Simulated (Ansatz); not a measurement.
## From PBE to G0W0: Ge2Sb2Te5 (P-3m1)

How far does one-shot GW move the PBE gap of Ge2Sb2Te5 (P-3m1)?

Method: PBE, then G0W0 on it, plane waves, PAW, in Ansatz 0.2.0.

### 1. The structure

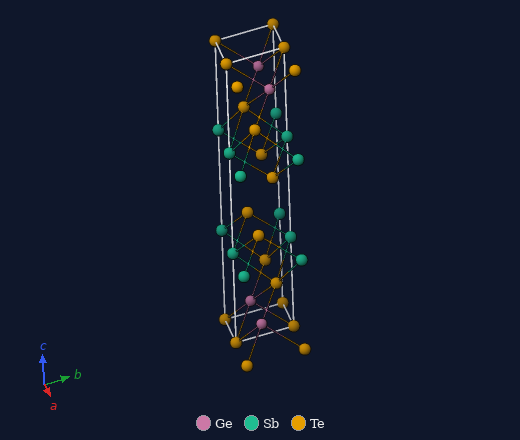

Start, viewed slightly off an axis; germanium pink, antimony teal, tellurium orange. 2×1×1 cells are drawn. Bonds to atoms that aren't drawn are left out. Some periodic images of atoms are drawn too.

The cell and positions are those that the Materials Project relaxed with its own functionals (PBE, PBE+U or r2SCAN), kept fixed. At the settings of the band run the largest force is still 0.07 eV/Å. Spin-orbit coupling is left out unless a step names it.

### 2. The PBE band structure

Levels along a band path and on the mesh show where this functional puts the band edges.

This step: DFT, PBE, plane waves, PAW; PAW set soft_1.

input.yaml reads:

```yaml
crystal:
  lattice:
    - [4.2940644248, 0.0, 0.0]
    - [-2.1470322124, 3.7187688774, 0.0]
    - [0.0, 0.0, 17.101346]
  atoms:
    - { symbol: Ge, position: [0.33333333, 0.66666667, 0.897105] }
    - { symbol: Ge, position: [0.66666667, 0.33333333, 0.102895] }
    - { symbol: Sb, position: [0.0, 0.0, 0.679932] }
    - { symbol: Sb, position: [0.0, 0.0, 0.320068] }
    - { symbol: Te, position: [0.0, 0.0, 0.0] }
    - { symbol: Te, position: [0.66666667, 0.33333333, 0.798458] }
    - { symbol: Te, position: [0.33333333, 0.66666667, 0.201542] }
    - { symbol: Te, position: [0.33333333, 0.66666667, 0.580108] }
    - { symbol: Te, position: [0.66666667, 0.33333333, 0.419892] }
kpoints:
  mp_grid: { grid: [6, 6, 2] }
  band_path:
    path:
      - [[0.0, 0.0, 0.0], [0.5, 0.0, 0.0], [0.33333333, 0.33333333, 0.0], [0.0, 0.0, 0.0], [0.0, 0.0, 0.5], [0.5, 0.0, 0.5], [0.33333333, 0.33333333, 0.5], [0.0, 0.0, 0.5]]
      - [[0.5, 0.0, 0.5], [0.5, 0.0, 0.0]]
      - [[0.33333333, 0.33333333, 0.5], [0.33333333, 0.33333333, 0.0]]
    npoints: 10
hamiltonian:
  xc: pbe
  pseudopotentials: { kind: paw, azcp: { folder: soft_1 } }
scf:
  occupations: { method: fermi_dirac, width: 0.02 }
  n_extra_bands: 7
output:
  eigenvalues: true
  forces: true
  stress: true
  write_density: true
  write_potential: true
  elf: true
  volumetric_format: npy
```

Run with:

```
$ ansatz run input.yaml --threads 3 --pin off --max-ram 92160MiB --backend cuda --events-out ev --progress --plain --runs-dir out --devices 1 --max-vram 13GiB
```

Numbers of over 12 decimals in the logs are rounded to 6 here.

What it wrote:

```text
scf.n_extra_bands = 7 over 69 filled bands (N_el = 138.0): the run solves 76 bands
GPUs: using 1 of 1 available (devices: 1).
Engine: ansatz 0.2.0, x86_64-unknown-linux-gnu
Pseudopotentials: kind: paw
Pseudopotential: Ge, paw, valence charge 14, recommended cutoff 420 eV (normal), soft_1/Ge.paw.azcp
Pseudopotential: Sb, paw, valence charge 15, recommended cutoff 420 eV (normal), soft_1/Sb.paw.azcp
Pseudopotential: Te, paw, valence charge 16, recommended cutoff 420 eV (normal), soft_1/Te.paw.azcp
Functional definition: PBE
  parameter kappa = 0.804
  parameter beta = 0.066725
  exchange = pbe_x(kappa = kappa, mu = beta*pi^2/3)
  correlation = pbe_c(beta = beta)
device memory: the entry about to start is reckoned to put 5.8 GiB on a device that reports 48.6 GiB free (of which the cap on the GPU budget leaves the run 13.0 GiB)
GPU FFT provider: cuFFT
GPU libraries: cuBLAS 13.8.2, cuFFT 12.4.0, cuSOLVER 12.3.4
Crystal: 9 atoms, lattice volume = 273.085 Å³
Basis set: ecut = 420 eV, 5295 PW (Γ), exchange–correlation on 60×60×240 points (8 copies of the dense FFT grid, shifted against one another)
Bands: 76, of which v1, the nominal top of the filled ones, is band 69 counted from 1 (68 counted from 0)
Symmetry: 12 space group operations
Space group: P-3m1 (ITA 164), of the structure as read, at distance tolerance 6.5e-5 Å
k-points: 14 of 72
Non-local potential: Ge, projectors of the file, l = 0: 2, l = 1: 2, l = 2: 3, l = 3: 1
Non-local potential: Sb, projectors of the file, l = 0: 2, l = 1: 2, l = 2: 2, l = 3: 1
Non-local potential: Te, projectors of the file, l = 0: 2, l = 1: 2, l = 2: 2, l = 3: 1
PAW form: soft (Blöchl's): semilocal exchange-correlation on the pseudo side does not see the compensation charge
PAW one-centre angular grid: Ge, 590 points (default); XC on 64 Gauss nodes
PAW one-centre angular grid: Sb, 590 points (default); XC on 64 Gauss nodes
PAW one-centre angular grid: Te, 590 points (default); XC on 64 Gauss nodes
Initial density: superposition of atomic densities (chi_scale 0.1, normalization cell, long waves kept (reshape's long-wave potential 0.31 eV rms))
Initial wavefunctions: pseudopotential atomic-orbital guess
GPU buffer pool allocated for 108000 grid points (all kernels)
GPU transforms: local potential and band sums: pruned to the plane-wave sphere, on 30×30×120
Functional: x = pbe(κ = 0.804, μ = 0.219515), c = pbe(β = 0.066725)
SCF iter   1: F=—  HF=-56460.917310 eV  |F-HF|=—  |Δ(HF+E_count)|=         —  Δρ=1.54e-2  dr2=1.06e1  ethr=3.10e-3  ⟨swp⟩=6.1  Hψ=4099  notcnv=0
preconditioner: auto → Resta (q_TF=auto, 2.435 Å⁻¹)  ε∞=5.7  [insulator: Δε(μ)=0.115 eV  Ē_g=7.144 eV  σ=0.020 eV  W_gap=0.88  n_scr=66 (ndim 8)  ℏωp=15.6 eV  f_vac=0.005  D(μ)=0.21/eV (n_scr^D=2)  ε∞_Penn≈5.7]
SCF iter   2: F=—  HF=-56460.332153 eV  |F-HF|=—  |Δ(HF+E_count)|=   5.85e-1  Δρ=7.92e-3  dr2=1.94e-1  ethr=3.10e-3  ⟨swp⟩=2.9  Hψ=1379  notcnv=0  defer=17
SCF iter   3: F=—  HF=-56460.333812 eV  |F-HF|=—  |Δ(HF+E_count)|=   1.66e-3  Δρ=4.63e-3  dr2=6.37e-2  ethr=1.41e-4  ⟨swp⟩=2.1  Hψ=1202  notcnv=0  defer=17
SCF iter   4: F=—  HF=-56460.337335 eV  |F-HF|=—  |Δ(HF+E_count)|=   3.52e-3  Δρ=5.41e-4  dr2=1.02e-3  ethr=4.62e-5  ⟨swp⟩=3.0  Hψ=1489  notcnv=0  defer=17
SCF iter   5: F=—  HF=-56460.337495 eV  |F-HF|=—  |Δ(HF+E_count)|=   1.60e-4  Δρ=2.16e-4  dr2=1.90e-4  ethr=7.41e-7  ⟨swp⟩=3.1  Hψ=2041  notcnv=0  defer=17
SCF iter   6: F=—  HF=-56460.337723 eV  |F-HF|=—  |Δ(HF+E_count)|=   2.27e-4  Δρ=1.00e-4  dr2=5.12e-5  ethr=1.37e-7  ⟨swp⟩=2.0  Hψ=1523  notcnv=0  defer=17
SCF iter   7: F=—  HF=-56460.338305 eV  |F-HF|=—  |Δ(HF+E_count)|=   5.82e-4  Δρ=3.52e-5  dr2=5.66e-6  ethr=3.71e-8  ⟨swp⟩=2.0  Hψ=1542  notcnv=0  defer=17
SCF iter   8: F=—  HF=-56460.338311 eV  |F-HF|=—  |Δ(HF+E_count)|=   5.92e-6  Δρ=9.27e-6  dr2=3.91e-7  ethr=4.10e-9  ⟨swp⟩=2.0  Hψ=1526  notcnv=0  defer=17
SCF iter   9: F=-56460.338311 eV  HF=-56460.338311 eV  |F-HF|=4.48e-8  |Δ(HF+E_count)|=   4.39e-7  Δρ=2.83e-6  dr2=2.57e-8  ethr=7.25e-11  ⟨swp⟩=18.0  Hψ=12327  notcnv=0
SCF 1 converged in 9 iterations: F = -56460.338311 eV  dr2 = 2.57e-8
  Residual-converged pass: ⟨swp⟩=1.0  Hψ=1120  notcnv=0  max |occ|·‖R‖ = 7.0e-9 eV (tolerance 1.0e-8 eV)  dr2=2.57e-8  dr2_onsite=6.43e-9  max |Δocc| = 2.2e-15
  greatest PAW one-centre occupation: 0.998 electrons in one spin orbital (limit 2), on the Ge atom at site 1 (counted from 0), in its partial waves of l = 2
device memory: the entry about to start is reckoned to put 4.8 GiB on a device that reports 48.6 GiB free (of which the cap on the GPU budget leaves the run 13.0 GiB)
NSCF: frozen V_eff on 93 k-points
SCF converged after 9 iterations
Free energy (F): -56460.338311 eV
Harris-Foulkes:  -56460.338311 eV  (|F-HF|=4.48e-8)
Internal energy: -56460.338297 eV  (E = F + TS)
E sigma→0 (E₀):  -56460.338304 eV
Entropy (-TS):   -0.000014 eV (-0.002 meV/atom)
Fermi energy:    9.361968 eV
--- Per-component energies (eV) ---
  E_band       = -1932.639499
  E_kinetic    = 1362.093959
  E_local      = -15942.031723  (includes V_loc(G=0)·N_el)
  E_nonlocal   = 1527.973942
  E_hartree    = 7589.463423
  E_xc         = -953.676374
  E_vxc        = -820.572297  (∫ρ·V_xc dr)
  E_paw        = -36448.528067  (= ΣΔE_a)
  E_vpaw       = -3239.033799  (= ΣTr[D̂ρ^β])
  E_aug_tail   = 0.000745  (compensation charges beyond the density's cutoff)
  E_ewald      = -13595.634202
  E_smearing   = -0.000014  (= −TS)
  E_closure    = 0.000000  (closes the sum)
  Σ components = -56460.338311   (vs F -56460.338311, Δ=0.00e0)
--- Forces (eV/Å), atoms counted from 1 ---
  atom   1  Ge    -0.00000000     0.00000000     0.07311753
  atom   2  Ge     0.00000000    -0.00000000    -0.07311753
  atom   3  Sb     0.00000000     0.00000000     0.05146025
  atom   4  Sb     0.00000000    -0.00000000    -0.05146025
  atom   5  Te     0.00000000     0.00000000     0.00000000
  atom   6  Te    -0.00000000    -0.00000000     0.06338797
  atom   7  Te     0.00000000     0.00000000    -0.06338797
  atom   8  Te     0.00000000    -0.00000000     0.07279266
  atom   9  Te     0.00000000     0.00000000    -0.07279266
  max |Σ_I F_I| component: 1.39e-17 eV/Å
--- Stress (GPa, compression-positive) ---
        0.306611      -0.000000       0.000000
       -0.000000       0.306611      -0.000000
        0.000000      -0.000000       0.366307
  P = ⅓ Tr σ = 0.3265 GPa (3.265 kbar)
--- Band table (eV; the first three rows and the last of 14) ---
  k-point 0: bands = [... 65 lower, 7.9659, 8.0896, 8.4004, 9.2324, 9.5072, 9.5072, 9.5544, 10.1499, ... 3 higher]
  k-point 1: bands = [... 65 lower, 7.8852, 7.8852, 8.5331, 9.0949, 9.7323, 9.7323, 9.8016, 9.8016, ... 3 higher]
  k-point 2: bands = [... 65 lower, 7.9100, 8.1680, 8.5684, 9.0034, 9.7843, 9.8263, 10.3526, 10.4307, ... 3 higher]
  k-point 13: bands = [... 65 lower, 7.5118, 7.8807, 7.8807, 7.9617, 10.7754, 10.7754, 10.9429, 10.9429, ... 3 higher]
```

Wall time 13 s (1 × NVIDIA H100 80GB HBM3 (shared by 6 runs) with 3 threads of AMD EPYC 7R13 (Zen 3), shared host); peak memory 1.1 GiB.

The column dr2 measures how far the density is from self-consistency, as an energy; F and HF (Harris–Foulkes) agree once it is small.

Numbers from this step:

```yaml
pressure: 0.3265 GPa
filled_bands: 69
gap: 0.2540 eV
valence_top_at: Γ
conduction_bottom_at: k = (0.067, 0.067, 0.000)
least_direct_gap: 0.2749 eV
```

Over mesh and path the gap is 0.254 eV, from k = Γ to k = (0.067, 0.067, 0.000). The least direct gap found is 0.275 eV, at k = Γ.

Electronic bands along the path, in eV, zero at the top of the highest nominally filled band:

```tsv
point	band 66	band 67	band 68	band 69	band 70	band 71	band 72	band 73
Γ	-1.27	-1.14	-0.83	0.00	0.27	0.27	0.32	0.92
M	-1.62	-1.53	-1.31	-0.82	0.46	0.96	1.03	1.27
K	-2.33	-0.77	-0.77	-0.67	0.70	0.70	0.94	2.67
Γ	-1.27	-1.14	-0.83	0.00	0.27	0.27	0.32	0.92
A	-1.35	-1.35	-0.70	-0.14	0.50	0.50	0.57	0.57
L	-2.08	-1.81	-1.29	-0.56	0.34	0.56	1.56	1.60
H	-1.72	-1.35	-1.35	-1.27	1.54	1.54	1.71	1.71
A	-1.35	-1.35	-0.70	-0.14	0.50	0.50	0.57	0.57
jump to L	-2.08	-1.81	-1.29	-0.56	0.34	0.56	1.56	1.60
M	-1.62	-1.53	-1.31	-0.82	0.46	0.96	1.03	1.27
jump to H	-1.72	-1.35	-1.35	-1.27	1.54	1.54	1.71	1.71
K	-2.33	-0.77	-0.77	-0.67	0.70	0.70	0.94	2.67
```

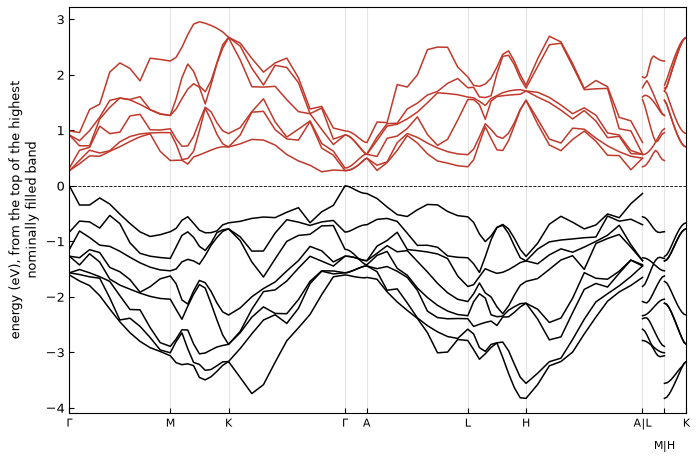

Electronic bands along the path; lines of filled and empty bands in two colours.

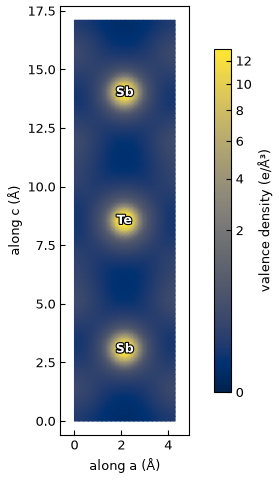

Valence density in the ac plane at fractional y = 0.000, with atoms of Sb and Te within 0.2 Å of it. It is the smooth field of the valence electrons, not physical close to the nuclei. The map starts off the cell's origin, so that atoms lie inside it. The colour scale is stretched toward low values.

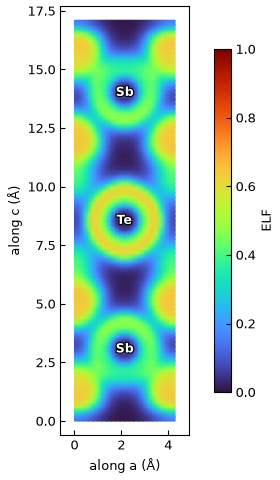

ELF in the ac plane at fractional y = 0.000, with atoms of Sb and Te within 0.2 Å of it. It is the smooth field of the valence electrons, not physical close to the nuclei. The map starts off the cell's origin, so that atoms lie inside it.

(Part 1 of 3 ends here.)

[Paths, hosts, dates, memory and timing lines, banners, echoed tables and standing remarks are left out of the program output.]

[Logs are printed without paths, hosts, clocks, repeated set-up lines and the standing remarks that a program may print on its own settings, such as how far it seeks lower states.]

[Runs of the session that timed out or met a known fault of the program may be left out.]

[Cells called generated may have been cut or substituted from an entry of the Crystallography Open Database or the Materials Project.]

[Hosts, paths, dates, database ids (printed as entryN), source tags and the programs' standing remarks are cut or masked in the printed files.]

[Where an RPA ε∞ is given, it is that of the G0W0 mesh and is not shown converged in it. Names of k-points follow the symmetry that the program found, which can be lower than the space group named. Band edges on a path are those of the sampled points; other points can move an edge, and change direct to indirect where valleys lie close.]

[Hybrid gaps are those of their k-mesh and are not shown converged in it.]
